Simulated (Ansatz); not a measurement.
Si32C: several calculations on one system

**1. Relaxation**

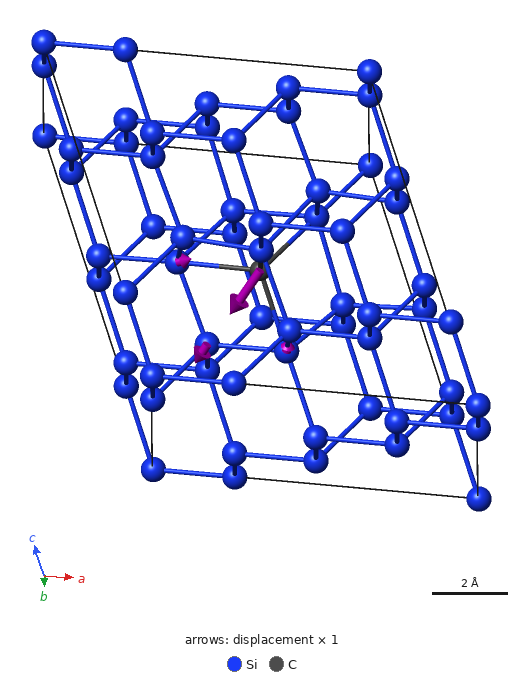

A relaxation of a defect cell of composition Si32C. The starting structure is drawn; purple arrows show the displacements, at their true length.

The picture is a ball-and-stick view of the cell of the calculation (origin shifted), seen from a free direction.

Case: C interstitial, charge +0, atoms relaxed at the host's cell.

Level of theory: Ansatz, DFT PBEsol, scalar-relativistic, plane waves, PAW. Set-up: plane-wave cutoff 420 eV; k-point mesh 3 × 3 × 3; occupations gaussian; smearing width 0.02 eV; no spin polarisation; atoms relaxed in a fixed cell; force threshold 0.025 eV/Å; at most 45 steps.

Question: Atoms of which element are displaced furthest, and by how much?

Answer: Carbon: up to 1.56 Å, against 0.68 Å for silicon.

Question: Describe the change and its energy.

Answer: Over 13 accepted moves (14 points after the start) the energy falls by 3.319 eV per cell of the calculation. The largest force component goes from 1.7 to 0.02 eV/Å. 1 step only repeated the SCF at the same geometry. The largest move is that of the C atom, 1.56 Å along [−1 0 −1]. By element the largest moves are C 1.56 Å, Si 0.68 Å. The lattice vectors keep their values. Among the contacts that change: C–Si 2.413 → 3.654 Å, C–Si 2.406 → 3.630 Å, C–Si 2.640 → 1.752 Å, Si–Si 2.241 → 2.869 Å. New bonds form: C–Si (2.64 → 1.75 Å). Bond angles that change, for instance: Si–Si–C 173.4° → 123.3°, Si–Si–C 70.3° → 104.0°, Si–Si–C 75.9° → 105.0°. Cost: 5.6 min on 4 threads of Intel(R) Xeon(R) Platinum 8488C (Sapphire Rapids), with other jobs on the host, peak memory 2 GiB.

**2. Relaxation**

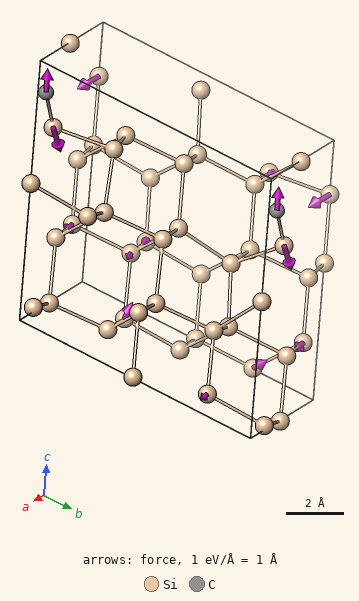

Starting geometry of a defect cell of composition Si32C (cell charge +1) with the computed forces as purple arrows. The picture is a ball-and-stick view of the cell of the calculation, seen slightly off an axis.

Case: C interstitial, charge +1, atoms relaxed at the host's cell.

Method: DFT PBEsol, scalar-relativistic, plane waves, PAW in Ansatz. (plane-wave cutoff 420 eV; k-point mesh 3 × 3 × 3; occupations gaussian; smearing width 0.02 eV; collinear spin; atoms relaxed in a fixed cell; force threshold 0.025 eV/Å; at most 45 steps)

What follows when this structure is relaxed?

It isn't relaxed: the largest force vector, on a Si atom, is 1.19 eV/Å. The final displacements follow the starting forces only in part (cosine between the two patterns 0.70). The largest move is that of a Si atom, 0.066 Å roughly along [−3 1 −3]. By element the largest moves are Si 0.066 Å, C 0.036 Å. The lattice vectors keep their values. Among the contacts that change: Si–Si 2.420 → 2.352 Å, Si–Si 2.285 → 2.330 Å, C–Si 1.788 → 1.831 Å, Si–Si 2.390 → 2.348 Å. Bond angles that change, for instance: Si–Si–Si 130.5° → 134.0°, Si–Si–C 107.4° → 104.2°, Si–Si–Si 103.3° → 105.8°. After 3 geometry steps the energy has fallen by 0.114 eV per cell of the calculation. The largest force component goes from 1.2 to 0.024 eV/Å. The run took 4.7 min on 4 threads of Intel(R) Xeon(R) Platinum 8488C (Sapphire Rapids), with other jobs on the host, peak memory 2.5 GiB.

Limits of the set-up: the cell is charged, on a uniform background, and energies carry no finite-size correction.

**3. Defect**

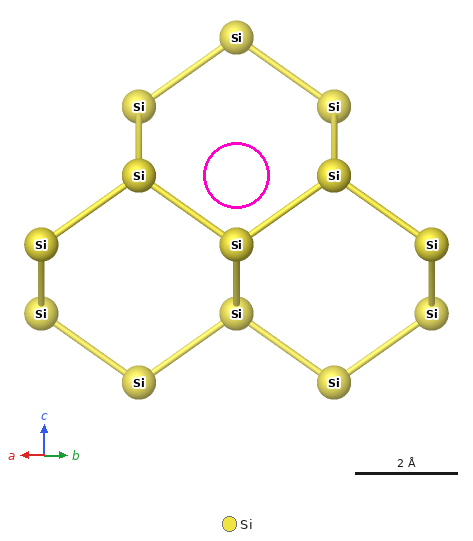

Perfect Si. A ball-and-stick model of the atoms within 4.6 Å of one point, in a slice 4.2 Å thick across the line of sight, seen along [110].

The calculation used Ansatz, DFT PBEsol, scalar-relativistic, plane waves, PAW. (plane-wave cutoff 420 eV; k-point mesh 3 × 3 × 3; occupations gaussian; smearing width 0.02 eV; no spin polarisation) The cell is small and the k-mesh coarse, so the numbers are rough. The axes drawn are those of the host's conventional cell.

An extra carbon atom is put between the host's atoms (an interstitial) at the ringed place, in charge state 0. The supercell has 32 sites, and the atoms are relaxed at the host's cell.

### How do the neighbours respond?

The C atom starts with 10 Si at 2.35 to 2.72 Å around its place and ends with 3 Si at 1.75 to 1.81 Å. Of the host's atoms, a silicon atom moves furthest from its site, by 0.67 Å. The C atom itself moves 1.63 Å from where it was put.

The relaxed defect, seen from the same direction:

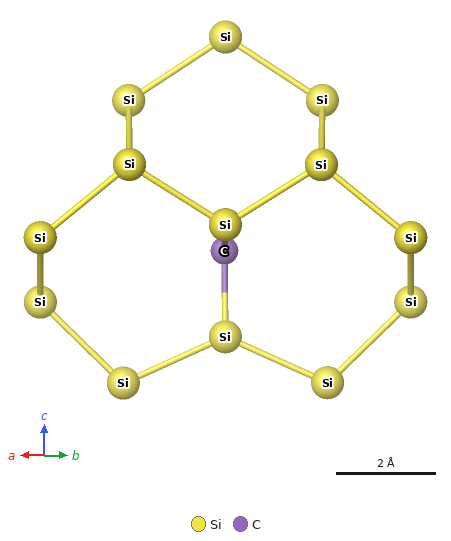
